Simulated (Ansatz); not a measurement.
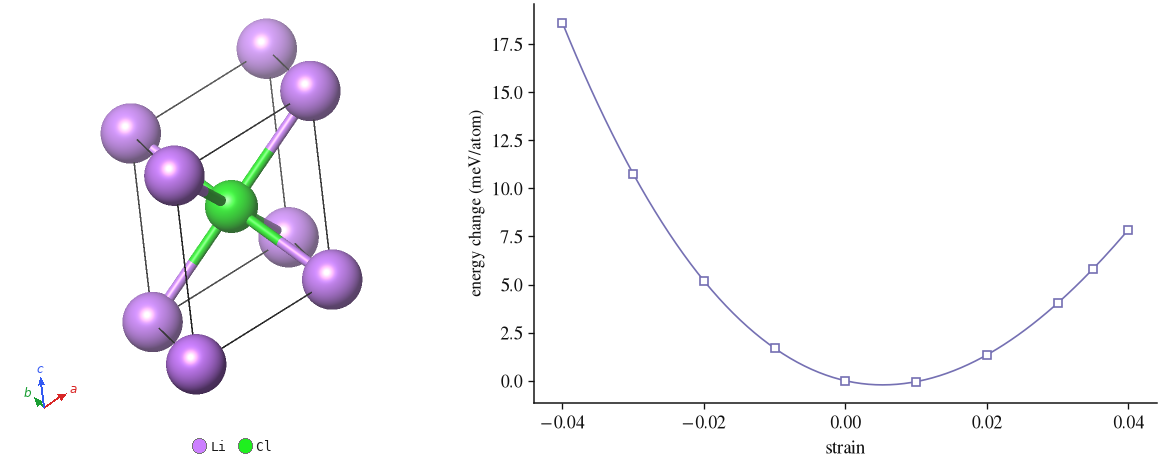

The picture above shows the energy change against strain for LiCl, space group Fm-3m (No. 225). The cell is drawn beside the plot.

Starting cell:
```
CELL_PARAMETERS angstrom
0.00000 2.56476 2.56476
2.56476 0.00000 2.56476
2.56476 2.56476 0.00000
ATOMIC_POSITIONS crystal
Li 0.00000 0.00000 0.00000
Cl 0.50000 0.50000 0.50000
```

Method: homogeneous strain of a crystal along one Voigt pattern with engineering shear, fractional coordinates fixed, by plane-wave density functional theory with PAW datasets, free energies less that of the undisturbed cell, pressure positive in compression; scalar-relativistic (Ansatz 0.2.0). Level: PBE, no spin polarisation.

wave cutoff 420 eV; k mesh 8×8×8; occupations Gaussian; smearing width 0.05 eV; k shift (0, 0, 0) (mesh steps); start as given; strain pattern (1, 1, 0, 0, 0, 0) (xx yy zz yz xz xy with engineering shear).

From this curve and the settings, what does the calculation give for the tensile stress summed over the strain pattern, pressure and gap on the k mesh at the same points?

The tensile stress summed over the strain pattern rises from −9.0 GPa at strain −0.040 to 4.0 GPa at 0.040, and changes sign near 0.005. The pressure falls from 3.789 GPa at strain −0.040 to −1.743 GPa at 0.040, and changes sign near 0.006. The gap on the k mesh stays open and runs from 6.745 eV at strain −0.040 to 5.872 eV at 0.040.

```csv
strain,tensile stress summed over the strain pattern (GPa),pressure (GPa),gap on the k mesh (eV)
-0.040,-9.0,3.789,6.745
-0.030,-6.5,2.794,6.641
-0.020,-4.4,1.904,6.531
-0.010,-2.5,1.108,6.427
0.000,-0.8,0.398,6.328
0.010,0.7,-0.235,6.207
0.020,1.9,-0.798,6.090
0.030,3.0,-1.299,5.979
0.035,3.5,-1.528,5.925
0.040,4.0,-1.743,5.872
```

Note: reference crystal is not relaxed.
